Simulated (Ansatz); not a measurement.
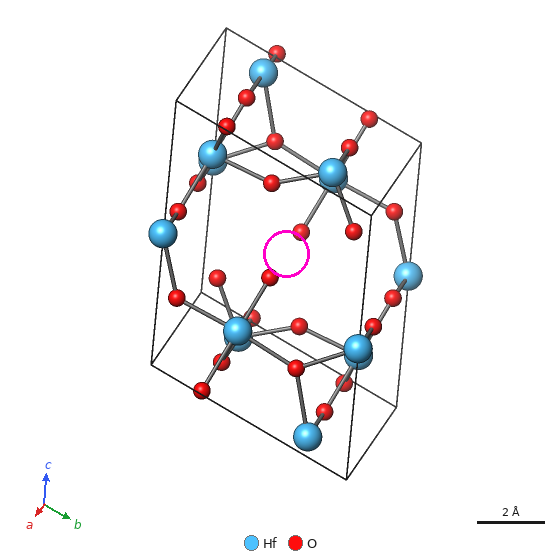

Drawn in the ball-and-stick manner and seen slightly off an axis. The supercell is outlined; an atom on or near a face, edge or corner is repeated at each equivalent position. The host is HfO₂, in a cell of 24 sites, and the cell carries a charge of -3. A ring marks the defect's site.

Question: What kind of defect was put in?

Answer: A hafnium vacancy. Around the empty site lie six O at about 2.1 to 2.3 Å.

The numbers come from Ansatz, DFT PBEsol, scalar-relativistic, plane waves, PAW, using 420 eV cutoff, Brillouin-zone sampling on a 2×2×2 mesh, Gaussian smearing of 0.01 eV, collinear spins.

Question: Does the defective cell carry a moment?

Answer: No net moment.

The atoms were relaxed in the host's cell with DFT PBEsol, scalar-relativistic, plane waves, PAW in Ansatz.
